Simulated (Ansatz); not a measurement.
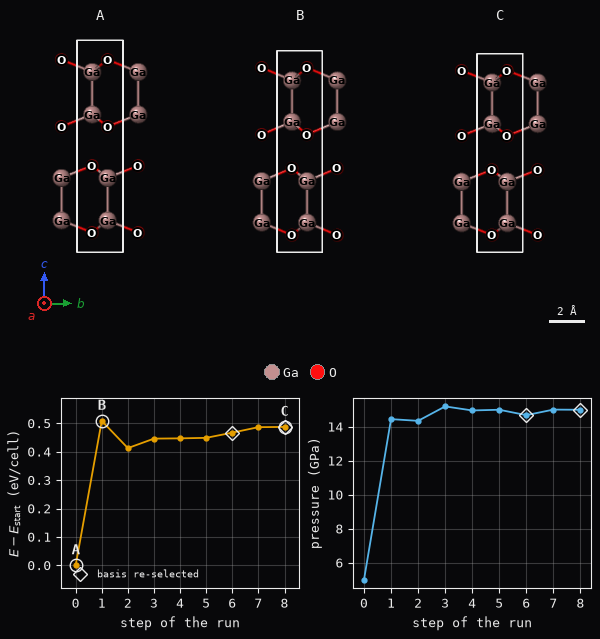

Frames of a relaxation of solid GaO (a generated structure, set up in P6_3/mmc), marked on the history of the run. A ball-and-stick model of the cell of the calculation, seen along the a axis.

Case: relaxed at 15 GPa.

Level of theory: DFT PBE, scalar-relativistic, plane waves, PAW (Ansatz). (plane-wave cutoff 420 eV; k-point mesh 12 × 12 × 4; occupations fixed; target pressure 15 GPa; no spin polarisation; cell and atoms relaxed; force threshold 0.001 eV/Å; at most 60 steps)

Q: Describe the path.

A: Over 6 accepted moves (8 points after the start) the energy rises by 0.487 eV per cell of the calculation. With the target pressure of 15 GPa, the enthalpy E + pV changes by −0.290 eV per cell of the calculation. The pressure goes from 5.00 to 15.00 GPa. At 2 points the geometry stayed and the basis and grid were re-selected for the new cell (energy shift of 18.3 meV per cell of the calculation at most each time). The largest moves relative to the cell, 0.071 Å, are those of O atoms. Largest moves by element: O 0.071 Å, Ga 0.048 Å. Cell: a = b 3.092 → 3.061 Å (−1.0 %), c 12.307 → 11.535 Å (−6.3 %). Volume −8.1 %. Near-neighbour distances that change, for instance: Ga–Ga 2.470 → 2.410 Å, Ga–O 1.921 → 1.896 Å. The space group stays P6_3/mmc (No. 194). The run took 2.7 min on 2 threads of Intel(R) Xeon(R) Processor @ 2.50GHz (Skylake/Cascade Lake), on a shared host, peak memory 0.55 GiB. From step 0 to 1: O atoms move most (0.09 Å), volume −8.2 %, energy +0.509 eV per cell of the calculation. From step 1 to 8: O atoms move most (0.02 Å), energy −21.4 meV per cell of the calculation.

```json
{"step": "0", "E − E(0), meV/atom": "0.00", "largest force component, eV/Å": "0.0000", "pressure, GPa": "5.00", "volume, Å³/atom": "12.734", "note": ""}
{"step": "1", "E − E(0), meV/atom": "63.60", "largest force component, eV/Å": "0.4802", "pressure, GPa": "14.45", "volume, Å³/atom": "11.689", "note": ""}
{"step": "2", "E − E(0), meV/atom": "51.61", "largest force component, eV/Å": "0.1562", "pressure, GPa": "14.35", "volume, Å³/atom": "11.783", "note": ""}
{"step": "3", "E − E(0), meV/atom": "55.79", "largest force component, eV/Å": "0.0319", "pressure, GPa": "15.20", "volume, Å³/atom": "11.730", "note": ""}
{"step": "4", "E − E(0), meV/atom": "55.90", "largest force component, eV/Å": "0.0198", "pressure, GPa": "14.96", "volume, Å³/atom": "11.727", "note": ""}
{"step": "5", "E − E(0), meV/atom": "56.13", "largest force component, eV/Å": "0.0001", "pressure, GPa": "15.00", "volume, Å³/atom": "11.724", "note": ""}
{"step": "6", "E − E(0), meV/atom": "58.42", "largest force component, eV/Å": "0.0008", "pressure, GPa": "14.68", "volume, Å³/atom": "11.724", "note": "same geometry, new basis"}
{"step": "7", "E − E(0), meV/atom": "60.83", "largest force component, eV/Å": "0.0004", "pressure, GPa": "15.01", "volume, Å³/atom": "11.697", "note": ""}
{"step": "8", "E − E(0), meV/atom": "60.93", "largest force component, eV/Å": "0.0004", "pressure, GPa": "15.00", "volume, Å³/atom": "11.697", "note": "same geometry, new basis"}
```

Limits of the set-up: layers or molecules are held without a dispersion correction, so their spacing is unreliable.
